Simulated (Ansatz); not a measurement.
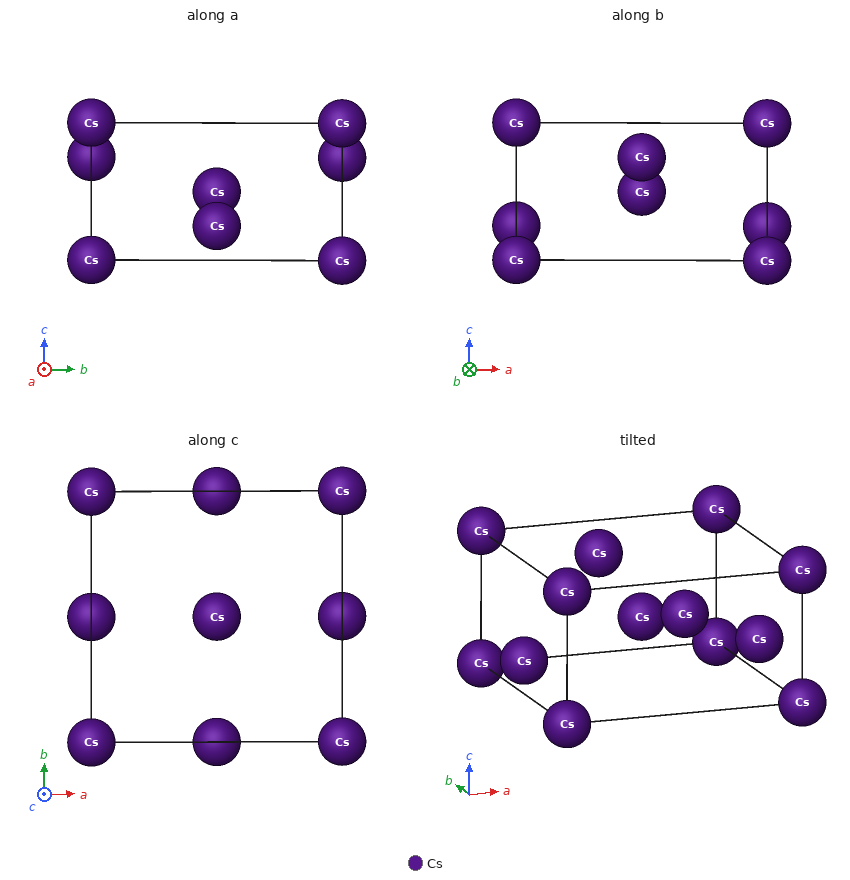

We look at a spheres-only model of the crystal along the a axis, along the b axis, along the c axis and slightly off an axis. The parallelepiped is the drawn cell (a repeat of the simulation cell).

Lattice parameters: a = 9.5483 Å, b = 9.5483 Å, c = 5.2270 Å, α = 90.174°, β = 90.174°, γ = 89.807°.

> Set out the cell and atoms as a CIF in P1 with every atom of the cell.

```cif
data_structure
_symmetry_space_group_name_H-M 'P 1'
_symmetry_Int_Tables_number 1
_cell_length_a 9.5483
_cell_length_b 9.5483
_cell_length_c 5.2270
_cell_angle_alpha 90.174
_cell_angle_beta 90.174
_cell_angle_gamma 89.807
_cell_volume 476.54
loop_
_atom_site_label
_atom_site_type_symbol
_atom_site_fract_x
_atom_site_fract_y
_atom_site_fract_z
_atom_site_occupancy
Cs1 Cs 0.0002 0.0000 0.0001 1
Cs2 Cs 0.0000 0.5002 0.2501 1
Cs3 Cs 0.5000 0.0002 0.7501 1
Cs4 Cs 0.5002 0.5000 0.5001 1
```

The cell started as a structure type filled with this element by a generator (whether the element takes this form wasn't checked). Earlier steps of the study may have refined or changed the cell and positions. It was the input of a calculation with Ansatz.
